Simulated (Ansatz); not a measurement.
**Run report: MoTe₂, geometry relaxation (part 2 of 2)**

The same run, continued: MoTe₂ (slab, 9 atoms in the cell); DFT PBE+D3(BJ), scalar-relativistic, plane waves, PAW, no spin polarisation (Ansatz 0.2.0); cutoff 420 eV, 9×9×1 k-mesh, fixed occupations. The structure derives from an entry of the Crystallography Open Database.

Geometry of the input (Å; fractional positions):
```
3.4992  0.0000  0.0000
-1.7496  3.0304  0.0000
0.0000  0.0000  60.6738
Te 0.3333  0.6667  0.3571
Mo 0.6667  0.3333  0.3871
Te 0.3333  0.6667  0.4171
Te 0.6667  0.3333  0.4701
Mo 0.3333  0.6667  0.5000
Te 0.6667  0.3333  0.5299
Te 0.3333  0.6667  0.5829
Mo 0.6667  0.3333  0.6129
Te 0.3333  0.6667  0.6429
```

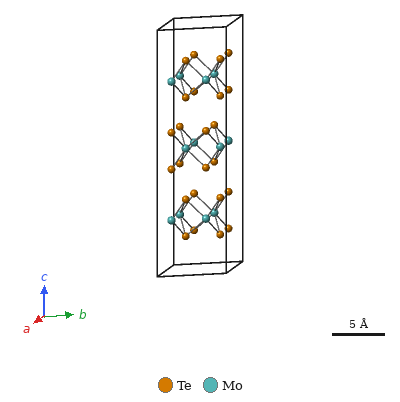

Figure 1. The geometry at step 1 of the log (ball-and-stick view of the 2 × 2 repeat of the cell, with the vacuum cut short, seen slightly off an axis).

Output, continued
```
relax step   2: F+E_penalty+E_count = -56754.53694123 eV  Δ(F+E_penalty+E_count) = -1.445e-8 eV  max|allowed force component| = 9.549e-4 eV/Å  Δτ_max = 0.0000 Å  P = -0.001 N/m  Ω = 643.376 Å³  fix = [c, alpha, beta]  reactions: c +0.000 N/m  stress off target by 6.67e-4 N/m on what of the cell is left free  SCF on the basis re-selected at this cell (its energy is not comparable with the rows above)  (10 SCF iters)
basis re-selected at this cell: Δ(F+E_penalty+E_count) = -1.445e-8 eV, ΔP = +0.000 N/m vs the last step (what re-selecting the basis moved, of the pressure what is left beyond the Pulay correction that the steps carried, after the strain that the cell walked since its last selection, with what the two solves' SCF thresholds leave and, on support functions, any second-order correction that the steps lacked; it is no measure of the basis error at this ecutwfc). This SCF's stress stands 6.67e-4 N/m from its target on what of the cell is left free (relax.cell.stress_2d_tol is 5.00e-3 N/m) and its largest allowed force component is 9.55e-4 eV/Å (relax.f_tol is 1.50e-3 eV/Å): within both
WARN: The input density's exchange-correlation potential varies sharply where the density is thin. Do not read a vacuum level from v_tot or v_xc, or from such a field of the output density. On a cell that repeats whose density bears no net charge and no dipole along the vacuum's axis use v_es (v_loc + v_h of the components); under efield.dipole_correction with no amplitude use v_es + v_field, which holds any external_charges[].barrier, or the levels of the report's work_function block, which leave it out; under a non-zero efield.amplitude the vacuum is tilted and has no level; on a cell that repeats and bears such a dipole with no correction it is tilted too, and efield.dipole_correction with no amplitude gives each side of its ramp a level where efield: is served; in a cell that repeats whose density bears a net charge (total_charge, or a fill off its count) it is curved and has none; of a slab under crystal.periodic whose density bears no net charge use v_es, which has a level on each side, short of where the two are joined; of another it falls or rises all the way out and has none; of a slab beside external_charges read slab_vacuum_level instead, which it has where they leave it neutral. The grid or the basis barely resolves most such structure, and the values can differ between equally converged runs; as a rule a tighter scf.convergence.dr2_threshold does not remove it. Where the density itself ripples (under the LDA too) a higher basis.ecutwfc lessens it. The files hold the spikes' plane waves up to the density's cutoff. Files: v_tot and the like, and their columns of v_z.tsv (output.write_potential); v_xc and the like, and their columns of v_comp_z.tsv (output.write_potential_components); where files of the output density stand in their place, no point of their own thin density is over the threshold below, and this is of outcome.potential() and, of a run that writes arrays (npy), the arrays of these names. Measured: with its Gaussian average of σ = 0.25 Å subtracted twice, the exchange-correlation potential is over 0.1 eV at 4 of the grid points where the equally averaged density (valence and model cores) is under 1e-3 e/Å³, and 0.143 eV at the most among them, at an averaged density of 1.3e-9 e/Å³. See output.write_potential in the manual, Limitations
dispersion: the relaxed geometry stands within reach of a switch of an atom's C6, across which e_disp changes (each atom's share, over what another start of this relaxation can change, counted as every distance, over a cell that relax.cell.fix or crystal.periodic holds in part: site 1 (Mo), some 0.19 eV, crossed with farther neighbours; site 4 (Mo), some 0.22 eV, crossed with farther neighbours; site 7 (Mo), some 0.19 eV, crossed with farther neighbours; some 0.60 eV in sum): a start on the other side of the switch can end at another minimum, lower or higher, and the walk did not compare the two: the deck asks for no search across the switch (relax.adjacent_minimum is not search) (hamiltonian.dispersion, Limitations)
SCF converged after 10 iterations
Free energy (F): -56754.536941 eV
Harris-Foulkes:  -56754.536941 eV  (|F-HF|=3.49e-10)
Internal energy: -56754.536941 eV  (E = F + TS)
E sigma→0 (E₀):  -56754.536941 eV
Fermi energy:    -4.642786 eV
--- Per-component energies (eV) ---
  E_band       = -4083.471336
  E_kinetic    = 2415.063697
  E_local      = -1385170.494756  (includes V_loc(G=0)·N_el)
  E_nonlocal   = -1428.956127
  E_hartree    = 692066.419421
  E_xc         = -1299.344568
  E_vxc        = -1316.323874  (∫ρ·V_xc dr)
  E_paw        = -37580.932104  (= ΣΔE_a)
  E_vpaw       = -2715.598151  (= ΣTr[D̂ρ^β])
  E_aug_tail   = -0.000883  (compensation charges beyond the density's cutoff)
  E_ewald      = 674248.213907
  E_disp       = -4.505528  (pairwise vdW)
  E_smearing   = -0.000000  (= −TS)
  E_closure    = -0.000000  (closes the sum)
  Σ components = -56754.536941   (vs F -56754.536941, Δ=0.00e0)
--- Forces (eV/Å), atoms counted from 1 ---
  atom   1  Te     0.00000000     0.00000000    -0.00095489
  atom   2  Mo    -0.00000000    -0.00000000     0.00087317
  atom   3  Te     0.00000000     0.00000000    -0.00019218
  atom   4  Te    -0.00000000    -0.00000000    -0.00022914
  atom   5  Mo     0.00000000     0.00000000     0.00000000
  atom   6  Te    -0.00000000    -0.00000000     0.00022914
  atom   7  Te     0.00000000     0.00000000     0.00019218
  atom   8  Mo    -0.00000000    -0.00000000    -0.00087317
  atom   9  Te     0.00000000     0.00000000     0.00095489
  max |Σ_I F_I| component: 3.24e-17 eV/Å
--- 2D stress c σ (N/m, compression-positive) ---
       -0.000667       0.000000       0.000000
       -0.000000      -0.000667       0.000000
        0.000000       0.000000       0.000000
  P = ½ c Tr σ = -0.0007 N/m
--- Band table (eV; the first three rows and the last of 12) ---
  k-point 0: bands = ["-65.4785", "-65.4762", "-65.4762", "-41.4064", "-41.4064", "-41.3956", "-41.3956", "-41.3916", "-41.3916", "-41.3916", "-41.3916", "-41.3707", "-41.3707", "-41.3707", "-41.3707", "-41.3423", "-41.3423", "-41.3323", "-41.3323", "-41.3274", "-41.3274", "-41.3272", "-41.3272", "-41.3229", "-41.3147", "-41.3090", "-41.3089", "-41.2978", "-41.2978", "-41.2978", "-41.2978", "-41.2757", "-41.2756", "-39.6506", "-39.6503", "-39.6503", "-39.4893", "-39.4893", "-39.4841", "-39.4841", "-39.4841", "-39.4841", "-17.7808", "-17.6244", "-17.4524", "-16.8915", "-16.6316", "-16.4358", "-10.5447", "-10.0368", "-9.4396", "-7.5929", "-6.7395", "-6.4472", "-6.4472", "-6.4260", "-6.4260", "-6.4231", "-6.4231", "-5.8610", "-5.6729", "-5.6729", "-5.6464", "-5.6464", "-5.6352", "-5.6352", "-5.6072", "-4.7141", "-4.6428", "-1.7462 (-1.7462°)", "-1.7462 (-1.7462°)", "-1.6875 (-1.6875°)", "-1.6875 (-1.6875°)", "-1.5953 (-1.5953°)", "-1.5953 (-1.5953°)", "-1.4668 (-1.4668°)", "-1.4668 (-1.4668°)", "-1.3441 (-1.3441°)", "-1.3441 (-1.3441°)", "-1.2591 (-1.2591°)", "-1.2591 (-1.2591°)", "-0.5573", "-0.5508"]
  k-point 1: bands = ["-65.4774", "-65.4751", "-65.4751", "-41.4053", "-41.4035", "-41.3975", "-41.3930", "-41.3914", "-41.3914", "-41.3888", "-41.3888", "-41.3717", "-41.3717", "-41.3680", "-41.3680", "-41.3432", "-41.3430", "-41.3356", "-41.3326", "-41.3292", "-41.3290", "-41.3281", "-41.3278", "-41.3216", "-41.3132", "-41.3079", "-41.3078", "-41.3002", "-41.3002", "-41.2983", "-41.2983", "-41.2743", "-41.2743", "-39.6422", "-39.6419", "-39.6419", "-39.5066", "-39.5014", "-39.5014", "-39.4925", "-39.4873", "-39.4873", "-17.6039", "-17.4496", "-17.2777", "-16.7579", "-16.5058", "-16.3182", "-10.3529", "-9.8554", "-9.2578", "-7.6889", "-6.9593", "-6.8252", "-6.8100", "-6.7929", "-6.3834", "-6.3077", "-6.2821", "-6.2747", "-5.9032", "-5.8701", "-5.8542", "-5.7412", "-5.7211", "-5.5143", "-5.5031", "-4.8116", "-4.7305", "-2.2812", "-2.2808", "-2.2329", "-2.2311", "-2.1522", "-2.1192", "-1.9328", "-1.8230", "-1.6273 (-1.6273°)", "-1.5716 (-1.5716°)", "-1.4501 (-1.4501°)", "-1.3969 (-1.3969°)", "-0.3201", "-0.3173"]
  k-point 2: bands = ["-65.4744", "-65.4721", "-65.4721", "-41.4032", "-41.4023", "-41.3962", "-41.3921", "-41.3921", "-41.3864", "-41.3816", "-41.3816", "-41.3737", "-41.3737", "-41.3613", "-41.3613", "-41.3456", "-41.3446", "-41.3432", "-41.3335", "-41.3334", "-41.3333", "-41.3299", "-41.3294", "-41.3187", "-41.3094", "-41.3072", "-41.3072", "-41.3029", "-41.3029", "-41.2996", "-41.2996", "-41.2710", "-41.2710", "-39.6211", "-39.6207", "-39.6207", "-39.5502", "-39.5449", "-39.5449", "-39.5007", "-39.4955", "-39.4955", "-17.0997", "-16.9541", "-16.7852", "-16.3782", "-16.1516", "-15.9892", "-9.8563", "-9.4102", "-8.8366", "-8.0277", "-7.8801", "-7.7578", "-7.7222", "-7.4689", "-7.3083", "-6.4026", "-6.3577", "-6.3287", "-6.1552", "-5.9952", "-5.9354", "-5.8919", "-5.8723", "-5.6982", "-5.6520", "-5.4465", "-5.3792", "-3.2962", "-3.1522", "-2.9557", "-2.6971", "-2.6253", "-2.4687", "-2.4611", "-2.3089", "-2.1474", "-1.4847", "-1.2729", "-1.1123 (-1.1123°)", "0.2367", "0.2441"]
  k-point 11: bands = ["-65.4673", "-65.4650", "-65.4650", "-41.4110", "-41.3932", "-41.3932", "-41.3885", "-41.3830", "-41.3824", "-41.3748", "-41.3748", "-41.3617", "-41.3611", "-41.3611", "-41.3565", "-41.3565", "-41.3504", "-41.3438", "-41.3432", "-41.3379", "-41.3377", "-41.3346", "-41.3345", "-41.3149", "-41.3076", "-41.3076", "-41.3054", "-41.3053", "-41.3009", "-41.2993", "-41.2992", "-41.2641", "-41.2641", "-39.6083", "-39.6029", "-39.6029", "-39.5712", "-39.5707", "-39.5707", "-39.5663", "-39.5610", "-39.5610", "-15.1868", "-15.1542", "-15.1541", "-15.0146", "-14.9748", "-14.9747", "-9.5984", "-9.4794", "-9.4214", "-9.3689", "-9.3585", "-9.3426", "-8.8900", "-8.7157", "-8.5941", "-8.3515", "-8.2443", "-8.0338", "-7.7663", "-7.5267", "-7.4734", "-6.6806", "-6.6012", "-6.5539", "-4.9718", "-4.8620", "-4.7494", "-3.6350", "-3.6297", "-3.6235", "-3.4850", "-3.0682", "-2.6510", "-2.3238", "-2.2958", "-2.2426", "-0.9487", "-0.8717", "-0.7175", "-0.2386", "0.3486"]
  ° read free of the cell's end (the report's vacuum.weakly_bound_levels)
--- Relaxed structure (1 steps of the walk, 1 accepted, 1 SCFs on fresh bases) ---
  F+E_penalty+E_count = -56754.53694123 eV   max|allowed force component| = 9.549e-4 eV/Å   (the final SCF, on the basis selected at the relaxed cell)
  cell:  # Å, volume = 643.3760 Å³
    - [3.499182635112717, 2.8867444561883315e-11, 0.0]
    - [-1.7495913175813584, 3.030381054474553, 0.0]
    - [0.0, 0.0, 60.6737704938]
  atoms:
    - { symbol: Te, position: [0.3333333333333333, 0.6666666666666667, 0.3571499685000001] }
    - { symbol: Mo, position: [0.6666666666666667, 0.33333333333333337, 0.38709058530000007] }
    - { symbol: Te, position: [0.3333333333333333, 0.6666666666666667, 0.417065608] }
    - { symbol: Te, position: [0.6666666666666667, 0.33333333333333337, 0.47006505900000006] }
    - { symbol: Mo, position: [0.3333333333333333, 0.6666666666666667, 0.5] }
    - { symbol: Te, position: [0.6666666666666667, 0.33333333333333337, 0.529934941] }
    - { symbol: Te, position: [0.3333333333333333, 0.6666666666666667, 0.582934392] }
    - { symbol: Mo, position: [0.6666666666666667, 0.33333333333333337, 0.6129094147] }
    - { symbol: Te, position: [0.3333333333333333, 0.6666666666666667, 0.6428500315000001] }
```

Trajectory as extended XYZ (Å, eV, eV/Å), 2 frames, from step=1 to step=2
```
9
Lattice="3.4992 0.0000 0.0000 -1.7496 3.0304 0.0000 0.0000 0.0000 60.6738" Properties=species:S:1:pos:R:3:forces:R:3 step=1 energy=-56754.53694
Te    0.0000    2.0203   21.6696    0.0000   0.0000  -0.0009
Mo    1.7496    1.0101   23.4862    0.0000   0.0000   0.0009
Te    0.0000    2.0203   25.3049    0.0000   0.0000  -0.0002
Te    1.7496    1.0101   28.5206    0.0000   0.0000  -0.0002
Mo    0.0000    2.0203   30.3369    0.0000   0.0000   0.0000
Te    1.7496    1.0101   32.1532    0.0000   0.0000   0.0002
Te    0.0000    2.0203   35.3688    0.0000   0.0000   0.0002
Mo    1.7496    1.0101   37.1875    0.0000   0.0000  -0.0009
Te    0.0000    2.0203   39.0041    0.0000   0.0000   0.0009
9
Lattice="3.4992 0.0000 0.0000 -1.7496 3.0304 0.0000 0.0000 0.0000 60.6738" Properties=species:S:1:pos:R:3:forces:R:3 step=2 energy=-56754.53694
Te    0.0000    2.0203   21.6696    0.0000   0.0000  -0.0010
Mo    1.7496    1.0101   23.4862    0.0000   0.0000   0.0009
Te    0.0000    2.0203   25.3049    0.0000   0.0000  -0.0002
Te    1.7496    1.0101   28.5206    0.0000   0.0000  -0.0002
Mo    0.0000    2.0203   30.3369    0.0000   0.0000   0.0000
Te    1.7496    1.0101   32.1532    0.0000   0.0000   0.0002
Te    0.0000    2.0203   35.3688    0.0000   0.0000   0.0002
Mo    1.7496    1.0101   37.1875    0.0000   0.0000  -0.0009
Te    0.0000    2.0203   39.0041    0.0000   0.0000   0.0010
```

Key numbers

| quantity | value |
| --- | --- |
| outcome | converged |
| electrons treated | 138 |
| free energy | −56754.5369 eV |
| work function, top face | 4.64 eV |
| work function, bottom face | 4.64 eV |
| Fermi energy | −4.643 eV |
| gap on the k-point mesh | 0.80 eV |
| final volume | 643.38 Å³ |
| work function (upper face) | 4.64 eV |
| largest force (length of the vector) at the end | 0.001 eV/Å |
| hardware | 8 threads of Arm Neoverse V2, 24 GiB of memory available, shared host |
| wall time | 33 s (CPU time 4.2 min) |
| peak memory | 2.4 GiB |

Notes

Notes on the run: the exchange-correlation potential is rough where the density is thin.
